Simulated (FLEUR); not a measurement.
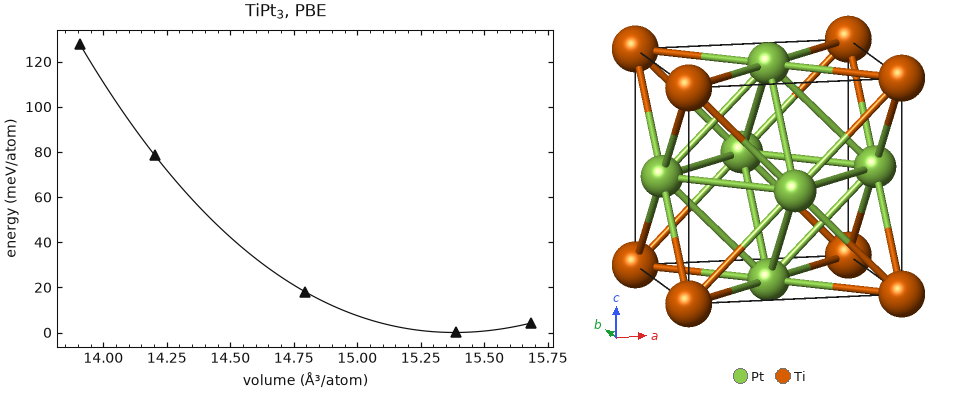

Plotted: energy against volume for TiPt₃, space group Pm-3m (No. 221). The conventional cell is drawn beside the plot.

Cell as given: a = 3.897 Å, b = 3.897 Å, c = 3.897 Å, α = 90.00°, β = 90.00°, γ = 90.00°; 4 atoms.

How it was computed, with FLEUR MaX-R8.1 (later development tree): all-electron LAPW DFT, no spin polarisation; energies at scaled volumes of the given cell, shape and fractions fixed, counted from the fit's minimum, third-order Birch-Murnaghan fit. Level: PBE.

- k mesh: 7×7×7
- occupations: Fermi–Dirac
- smearing width: 0.05 eV
- potentials: all electron
- program settings: basis FLAPW, kmax 4.19 1/bohr

This calculation gives: equilibrium volume 15.38 Å³/atom and bulk modulus 237 GPa.

Now the level changes from PBE to r2SCAN. Predict the effect.

The equilibrium volume falls from 15.38 to 15.07 Å³/atom (−2.0 %) and the bulk modulus rises from 237 to 259 GPa (+9.3 %).

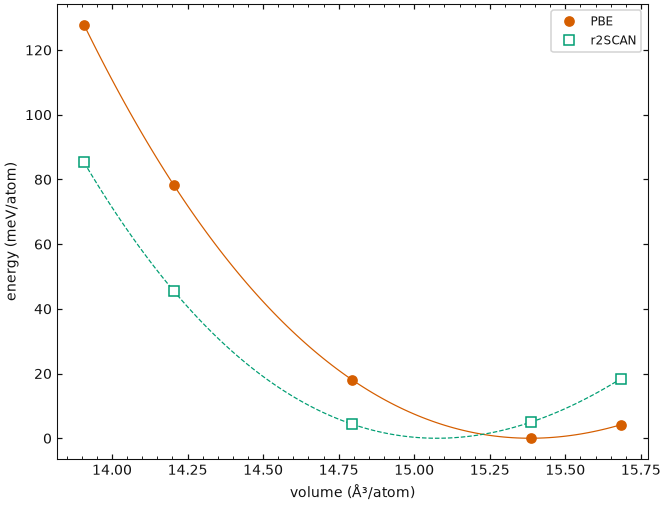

The two results together.

For both, limits of the calculation: spin-orbit coupling left out, heavy elements.

V0 and the bulk modulus come from third-order Birch–Murnaghan fits.
